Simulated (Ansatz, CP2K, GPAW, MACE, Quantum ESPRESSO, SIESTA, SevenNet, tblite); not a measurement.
# Quantum ESPRESSO on twisted graphene bilayer, 46.83° (76 atoms): settings compared

How far do other settings of Quantum ESPRESSO move the forces in twisted graphene bilayer, 46.83° (76 atoms)? One run of the same program serves as the yardstick.

Method: the method is named at each step, in Quantum ESPRESSO 7.5.

### Step 1. Starting point

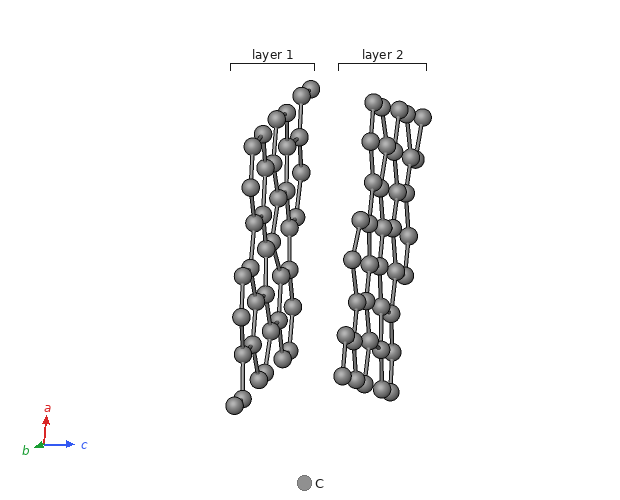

The cell as given, from the side, with the c axis across the page (carbon grey).

The cell holds 76 atoms: 76 C. Its edges and angles: a = 10.723 Å, b = 10.723 Å, c = 15.530 Å, α = 90.0°, β = 90.0°, γ = 120.0°. It derives from C (graphene). Graphene (a = 2.46 Å) under graphene (a = 2.46 Å), bilayer, commensurate cell of 19 unit cells a layer, twist 46.83 deg; facing planes 3.53 Å apart as built; 12 Å of vacuum; minimised with a classical potential. Then every atom was moved at random, 0.05 Å r.m.s. a Cartesian component. Regions: layer 1, 38 atoms (38 C); layer 2, 38 atoms (38 C). Vacuum lies along c.

The yardstick, on the same geometry:

| Item | Value |
| --- | --- |
| method | Kohn-Sham DFT, PBE, SSSP efficiency 1.3.0 pseudopotentials, plane waves (Quantum ESPRESSO 7.5); sssp-pbe-1.3.0-efficiency, cutoffs 45/360 Ry, Γ point |
| r.m.s. force component | 2.982 eV/Å |
| longest force | 12.83 eV/Å |
| time | 98 s on 4 MPI ranks of Arm Neoverse V2, shared host |
| CPU time | 6.5 min |

### Step 2. PBE, dojo-0.4.1-standard, 80/320 Ry

Method: Kohn-Sham DFT, PBE, PseudoDojo 0.4.1 standard norm-conserving pseudopotentials, plane waves.

Input file pw.in:

```
&control
  calculation = 'scf'
  pseudo_dir = './pseudo'
  outdir = './tmp'
  disk_io = 'none'
  tprnfor = .true.
/
&system
  ibrav = 0
  nat = 76
  ntyp = 1
  ecutwfc = 80
  ecutrho = 320
  nosym = .true.
  occupations = 'smearing'
  smearing = 'fd'
  degauss = 0.003675
/
&electrons
  conv_thr = 3.8e-07
  electron_maxstep = 100
  mixing_beta = 0.2
  mixing_mode = 'local-TF'
  diagonalization = 'david'
/
ATOMIC_SPECIES
C 12.011 C.upf
CELL_PARAMETERS angstrom
10.72290 0.00000 0.00000
-5.36145 9.28630 0.00000
0.00000 0.00000 15.53000
ATOMIC_POSITIONS crystal
C 0.17339 0.76857 0.38610
C 0.19758 0.65484 0.39017
C 0.27697 0.03810 0.39085
C 0.30194 0.92077 0.39356
C 0.11757 0.13445 0.39171
C 0.13551 0.00944 0.38847
C 0.22345 0.40253 0.39453
C 0.24994 0.28070 0.39331
C 0.33490 0.67340 0.39073
C 0.34965 0.54205 0.39304
C 0.43229 0.92271 0.38907
C 0.45152 0.81758 0.39009
C 0.39253 0.29861 0.39193
C 0.40412 0.17639 0.39271
C 0.49566 0.56873 0.38862
C 0.51093 0.45280 0.38494
C 0.59524 0.82940 0.39071
C 0.61303 0.69644 0.39058
C 0.70738 0.08653 0.38737
C 0.71687 0.96370 0.39224
C 0.53845 0.19337 0.38704
C 0.56491 0.08178 0.38495
C 0.65007 0.45346 0.38964
C 0.66472 0.32439 0.38901
C 0.76376 0.72705 0.39021
C 0.76921 0.58765 0.38832
C 0.84787 0.97525 0.38982
C 0.88059 0.86466 0.39495
C 0.80732 0.35263 0.38538
C 0.82975 0.23253 0.39383
C 0.91176 0.62198 0.39084
C 0.92342 0.48605 0.39380
C 0.01722 0.87553 0.39176
C 0.03044 0.75011 0.39170
C 0.96161 0.24404 0.39156
C 0.97491 0.11581 0.39379
C 0.07552 0.50685 0.39202
C 0.08977 0.38447 0.38801
C 0.74959 0.03721 0.60628
C 0.76456 0.17352 0.61297
C 0.80179 0.45315 0.61094
C 0.83001 0.60129 0.61305
C 0.65215 0.19269 0.61174
C 0.66465 0.32311 0.61053
C 0.48886 0.93068 0.60450
C 0.50773 0.06678 0.61118
C 0.69599 0.61637 0.60949
C 0.72319 0.75117 0.61016
C 0.55128 0.34857 0.61082
C 0.56221 0.49450 0.60859
C 0.38312 0.08277 0.61294
C 0.40540 0.22643 0.61124
C 0.59314 0.77465 0.61249
C 0.61439 0.92291 0.61277
C 0.44045 0.50953 0.61060
C 0.45599 0.65197 0.60752
[... 16 atom lines left out ...]
C 0.91000 0.28963 0.60950
C 0.93335 0.43331 0.61106
C 0.96007 0.71749 0.60870
C 0.98437 0.85737 0.60804
K_POINTS gamma
```

Launch:

```console
$ OMP_NUM_THREADS=1 mpirun -np 4 pw.x -in pw.in > output.txt
```

Output:

```text
Program PWSCF
     gamma-point specific algorithms are used
     one sub-group per band group will be used
     scalapack distributed-memory algorithm (size of sub-group:  2*  2 procs)
     Parallelization info
     sticks:   dense  smooth     PW     G-vecs:    dense   smooth      PW
     Min        2261    2261    562               252202   252202   31513
     Max        2266    2266    567               252203   252203   31516
     Sum        9055    9055   2257              1008809  1008809  126059
     bravais-lattice index     =            0
     lattice parameter (alat)  =      20.2633  a.u.
     unit-cell volume          =   10435.7345 (a.u.)^3
     number of atoms/cell      =           76
     number of atomic types    =            1
     number of electrons       =       304.00
     number of Kohn-Sham states=          182
     kinetic-energy cutoff     =      80.0000  Ry
     charge density cutoff     =     320.0000  Ry
     scf convergence threshold =      3.8E-07
     mixing beta               =       0.2000
     number of iterations used =            8  local-TF  mixing
     Exchange-correlation= PBE
                           (   1   4   3   4   0   0   0)
     crystal axes: (cart. coord. in units of alat)
               a(1) = (   1.000000   0.000000   0.000000 )
               a(2) = (  -0.500000   0.866025   0.000000 )
               a(3) = (   0.000000   0.000000   1.448302 )
     reciprocal axes: (cart. coord. in units 2 pi/alat)
               b(1) = (  1.000000  0.577351 -0.000000 )
               b(2) = (  0.000000  1.154701  0.000000 )
               b(3) = (  0.000000 -0.000000  0.690464 )
     PseudoPot. # 1 for C :
     Pseudo is Norm-conserving + core correction, Zval =  4.0
     atomic species   valence    mass     pseudopotential
     C                 4.00    12.01100     C ( 1.00)
     No symmetry found
   Cartesian axes
     number of k points=     1  Fermi-Dirac smearing, width (Ry)=  0.0037
                       cart. coord. in units 2pi/alat
        k(    1) = (   0.0000000   0.0000000   0.0000000), wk =   2.0000000
     Dense  grid:   504405 G-vectors     FFT dimensions: ( 120, 120, 180)
     Initial potential from superposition of free atoms
     starting charge     303.9966, renormalised to     304.0000
     negative rho (up, down):  2.010E-04 0.000E+00
     Starting wfcs are  304 randomized atomic wfcs
     Self-consistent Calculation
     iteration #  1     ecut=    80.00 Ry     beta= 0.20
     negative rho (up, down):  1.648E-08 0.000E+00
     total energy              =    -917.30021913 Ry
     estimated scf accuracy    <       6.93570283 Ry
     iteration #  2     ecut=    80.00 Ry     beta= 0.20
     negative rho (up, down):  3.437E-03 0.000E+00
     total energy              =    -913.88870773 Ry
     estimated scf accuracy    <       5.66554258 Ry
     iteration #  3     ecut=    80.00 Ry     beta= 0.20
     total energy              =    -915.00930842 Ry
     estimated scf accuracy    <       1.29497387 Ry
     iteration #  4     ecut=    80.00 Ry     beta= 0.20
     total energy              =    -915.22163332 Ry
     estimated scf accuracy    <       1.22185532 Ry
     iteration #  5     ecut=    80.00 Ry     beta= 0.20
     total energy              =    -915.03869766 Ry
     estimated scf accuracy    <       0.65614649 Ry
     iteration #  6     ecut=    80.00 Ry     beta= 0.20
     total energy              =    -915.01998342 Ry
     estimated scf accuracy    <       0.25375979 Ry
[...]
negative rho (up, down):  6.860E-03 0.000E+00
[...]
negative rho (up, down):  3.022E-03 0.000E+00
[...]
negative rho (up, down):  1.782E-03 0.000E+00
[...]
negative rho (up, down):  2.305E-04 0.000E+00
     total energy              =    -914.95865916 Ry
[...]
iteration # 20     ecut=    80.00 Ry     beta= 0.20
     negative rho (up, down):  2.310E-04 0.000E+00
     total energy              =    -914.95865414 Ry
     estimated scf accuracy    <       0.00001214 Ry
     iteration # 21     ecut=    80.00 Ry     beta= 0.20
     negative rho (up, down):  1.522E-04 0.000E+00
     total energy              =    -914.95865698 Ry
     estimated scf accuracy    <       0.00000146 Ry
     iteration # 22     ecut=    80.00 Ry     beta= 0.20
     End of self-consistent calculation
          k = 0.0000 0.0000 0.0000 ( 63030 PWs)   bands (ev):
   -19.0996 -18.9722 -18.1463 -18.0323 -17.9875 -17.9049 -17.8794 -17.8069
   -17.7427 -17.7177 -17.6825 -17.6046 -17.5634 -17.5425 -15.8727 -15.7596
   -15.6430 -15.5278 -15.4840 -15.3834 -15.3021 -15.2719 -15.2299 -15.2155
   -15.1247 -14.8564 -14.5550 -14.5438 -14.3231 -14.3047 -14.2440 -14.1984
   -14.1195 -14.0681 -13.9469 -13.8871 -13.8815 -13.7432 -11.3499 -11.2889
   -11.2537 -11.0996 -11.0183 -11.0033 -10.9402 -10.9250 -10.8909 -10.8330
[...]
2.3554   2.3863   2.5346   2.5611   2.6464   2.7293   2.7384   2.8265
     2.8734   3.0363   3.0863   3.1772   3.5432   3.6399   3.6413   3.7734
     3.8036   3.9142   3.9602   4.0489   4.1373   4.2027   4.3878   4.4191
     4.5471   4.5985   5.5901   5.6288   5.6481   5.6593
     the Fermi energy is     0.5246 ev
!    total energy              =    -914.95865719 Ry
     estimated scf accuracy    <       0.00000012 Ry
     smearing contrib. (-TS)   =      -0.00000000 Ry
     internal energy E=F+TS    =    -914.95865719 Ry
     The total energy is F=E-TS. E is the sum of the following terms:
     one-electron contribution =   -6086.34265970 Ry
     hartree contribution      =    3126.28933490 Ry
     xc contribution           =    -326.68560080 Ry
     ewald contribution        =    2371.78026841 Ry
     convergence has been achieved in  22 iterations
     Forces acting on atoms (cartesian axes, Ry/au):
     atom    1 type  1   force =    -0.04944363    0.14343300    0.05271247
     atom    2 type  1   force =    -0.02700172   -0.12948149   -0.00604637
     atom    3 type  1   force =     0.10021862   -0.01975341    0.00692981
     atom    4 type  1   force =    -0.08245552   -0.16425019   -0.05160192
     atom    5 type  1   force =     0.02397251    0.04411253   -0.00182814
     atom    6 type  1   force =    -0.02587181    0.13937094    0.01748632
[...]
atom   74 type  1   force =    -0.14481086    0.07535863   -0.00509149
     atom   75 type  1   force =     0.19438168    0.06194694    0.00579836
     atom   76 type  1   force =    -0.06323732    0.10646673    0.04115295
     Total force =     1.751886     Total SCF correction =     0.000639
     Message from routine punch:
     Nothing written, as per user request (disk_io='none')
```

The job ended after 3 min (4 MPI ranks of Arm Neoverse V2, shared host; peak memory 2.1 GiB; 12 min of CPU time).

Banners, paths, timers and routine set-up lines are dropped from the logs unmarked, and long logs keep their key lines alone; longer cuts are marked.

Against the reference:

```
r.m.s. force component                  : 2.983 eV/Å
r.m.s. difference of force components   : 6.11 meV/Å
longest difference of force vectors     : 26.5 meV/Å
force difference over r.m.s. force      : 0.2049 %
slope of forces against the reference's : 1
correlation of force components         : 1
```

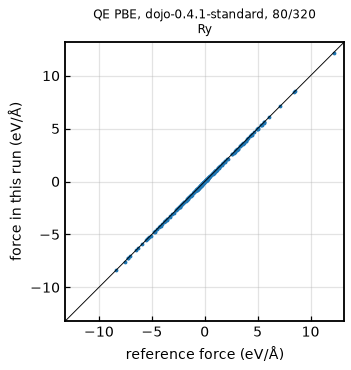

Force components against those of the reference; the line marks equality.

The surroundings of C21, picked at random, nearest first, numbered as they follow in the input and with coordinates relative to it.

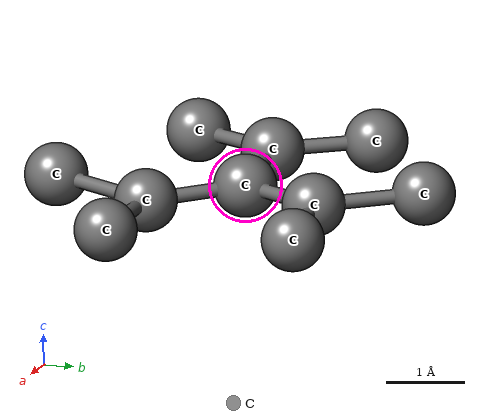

The atoms of the table, within 2.6 Å (arrows a, b, c point along x, y, z); some may hide others; the central atom is ringed.

| atom | x | y | z | distance (Å) | bonds | Fx | Fy | Fz (eV/Å) |
| --- | --- | --- | --- | --- | --- | --- | --- | --- |
| C21 | 0.00 | 0.00 | 0.00 | 0.00 | 3 | 2.96 | -0.24 | 0.19 |
| C22 | 0.88 | -1.04 | -0.03 | 1.36 | 3 | 2.89 | -6.48 | 0.41 |
| C14 | -1.35 | -0.16 | 0.09 | 1.36 | 3 | -2.13 | -0.32 | -0.52 |
| C24 | 0.65 | 1.22 | 0.03 | 1.38 | 3 | -2.38 | 4.40 | -0.53 |
| C13 | -2.13 | 0.98 | 0.08 | 2.34 | 3 | -3.60 | 3.36 | -0.46 |
| C23 | -0.20 | 2.42 | 0.04 | 2.42 | 3 | -1.80 | -0.71 | -0.73 |
| C3 | -1.97 | -1.44 | 0.06 | 2.44 | 3 | 2.58 | -0.51 | 0.18 |
| C29 | 2.03 | 1.48 | -0.03 | 2.51 | 3 | -0.09 | -2.70 | 1.32 |
| C11 | 0.31 | -2.51 | 0.03 | 2.53 | 3 | -4.00 | 12.17 | -0.18 |
| C19 | 2.38 | -0.99 | 0.01 | 2.58 | 3 | -4.79 | 3.87 | 0.52 |

Forces lie 0.20 % from the reference's, at 1.8 times its CPU time.

### Step 3. PBE, sssp-1.3.0-efficiency, 30/240 Ry

Method: Kohn-Sham DFT, PBE, SSSP efficiency 1.3.0 pseudopotentials, plane waves.

The pseudopotential files are exchanged too: ./pseudo now holds the set sssp-pbe-1.3.0-efficiency.

Changes to pw.in since step 2:

```diff
@@ -11,4 +11,4 @@
   ntyp = 1
-  ecutwfc = 80
-  ecutrho = 320
+  ecutwfc = 30
+  ecutrho = 240
   nosym = .true.
```

Launch:

```console
$ OMP_NUM_THREADS=1 mpirun -np 2 pw.x -in pw.in > output.txt
```

Output:

```text
[banner, memory and clock lines left out]
Program PWSCF
     gamma-point specific algorithms are used
[... lines left out ...]
     total energy              =   -1403.03747346 Ry
[... lines left out ...]
     total energy              =   -1399.50607759 Ry
[... lines left out ...]
     total energy              =   -1400.63186997 Ry
[... lines left out ...]
     total energy              =   -1400.44885060 Ry
[... lines left out ...]
     total energy              =   -1400.44885255 Ry
[... lines left out ...]
     the Fermi energy is     1.1116 ev
!    total energy              =   -1400.44885628 Ry
[... lines left out ...]
     The total energy is F=E-TS. E is the sum of the following terms:
     one-electron contribution =   -6076.47176345 Ry
     hartree contribution      =    3126.03078284 Ry
     xc contribution           =    -352.96775277 Ry
     ewald contribution        =    2371.78026587 Ry
     one-center paw contrib.   =    -468.82038876 Ry
     convergence has been achieved in  19 iterations
     negative rho (up, down):  9.909E-03 0.000E+00
     Forces acting on atoms (cartesian axes, Ry/au):
     atom    1 type  1   force =    -0.05090591    0.14390634    0.05234778
     atom    2 type  1   force =    -0.02664127   -0.13040863   -0.00600336
     atom    3 type  1   force =     0.10097571   -0.01883895    0.00679007
[...]
atom   75 type  1   force =     0.19582973    0.06411930    0.00572286
     atom   76 type  1   force =    -0.06399479    0.10734478    0.04106242
     Total force =     1.765258     Total SCF correction =     0.000714
     Message from routine punch:
     Nothing written, as per user request (disk_io='none')
```

Elapsed: 1.8 min, on 2 MPI ranks; peak memory 1.7 GiB; 3.5 min of CPU time.

Numbers from this run, and their distance from the reference:

```yaml
r_m_s_force_component: 3.006 eV/Å
r_m_s_difference_of_force_components: 36.98 meV/Å
longest_difference_of_force_vectors: 235.8 meV/Å
force_difference_over_r_m_s_force: 1.24 %
slope_of_forces_against_the_reference_s: 1.008
correlation_of_force_components: 1
energy_less_the_same_level_run_s: 103.6 meV/atom
r_m_s_force_difference_from_the_same_level_run: 36.98 meV/Å
```

This is a coarse setting, run to see what it loses.

Against the first run (0.20 %), the force difference from the reference is 1.2 %, at 0.29 times the CPU time (on 2 against 4 cores).

### Step 4. The ladder

Differences are against the plane-wave reference, forces as r.m.s. over components; share is that over the reference's r.m.s. force, slope the least-squares factor from reference forces to these. Total energies of different programs have different zeros and aren't compared.

| run | Δ force, r.m.s. (meV/Å) | share (%) | slope | cores | CPU time | memory (GiB) |
| --- | --- | --- | --- | --- | --- | --- |
| reference | - | - | - | 4 | 6.5 min | 3.3 |
| QE PBE, dojo-0.4.1-standard, 80/320 Ry | 6.11 | 0.205 | 1.000 | 4 | 12 min | 2.1 |
| QE PBE, sssp-1.3.0-efficiency, 30/240 Ry (coarse) | 37.0 | 1.24 | 1.008 | 2 | 3.5 min | 1.7 |

Rows marked coarse were listed beforehand as settings not expected to be converged; some can still land near the reference.

CPU time is summed over cores on a shared host, where runs went side by side, so it is rough. Symmetry, cutoffs, thresholds, outputs and thread counts weren't matched or tuned between programs; memory under MPI is the largest rank's times the ranks.

Within one program, basis, potentials and functional, energies share a zero. Each run against its twin at the usual cutoff or grid and solver:

| run | twin | Δ energy (meV/atom) | Δ force, r.m.s. (meV/Å) | CPU time over the twin's |
| --- | --- | --- | --- | --- |
| QE PBE, sssp-1.3.0-efficiency, 30/240 Ry | sssp-1.3.0-efficiency, 45/360 Ry | 104 | 37.0 | 0.54 (this twin ran on 4 cores) |

### Step 5. Results

| Item | Value |
| --- | --- |
| nearest in forces | QE PBE, dojo-0.4.1-standard, 80/320 Ry, 0.20 % |
| its CPU time | 12 min |

In words: PBE on plane waves or a grid with other potentials, cutoffs or grids, coarse settings apart, differs from the reference by 0.20 % (QE PBE, dojo-0.4.1-standard, 80/320 Ry) of the r.m.s. force; this holds the reference's own error, so differences of a few per cent don't tell which side is nearer the exact PBE result. Runs with settings chosen to be coarse differ by 1.2 % (QE PBE, sssp-1.3.0-efficiency, 30/240 Ry). None of the electronic-structure runs in the table takes under half the reference's CPU time of 6.5 min; they take 0.54 to 1.8 times as much. The reference's PBE has no dispersion term, which matters for the binding between molecules or layers. One k-point is far too coarse for the carbon or group-IV sheet, and it can put spurious forces of up to about 1 eV/Å on the sheet's atoms. The electronic-structure runs sample only Γ, in a cell whose shortest periodic width is 9 Å.

[Also dropped from logs without a mark: logging warnings of Python, and SIESTA's first energy breakdown and zero terms.]

[Logs are printed without paths, hosts, clocks, repeated set-up lines and the standing remarks that a program may print on its own settings, such as how far it seeks lower states.]

[Hosts, paths, dates, database ids (printed as entryN), source tags and the programs' standing remarks are cut or masked in the printed files.]
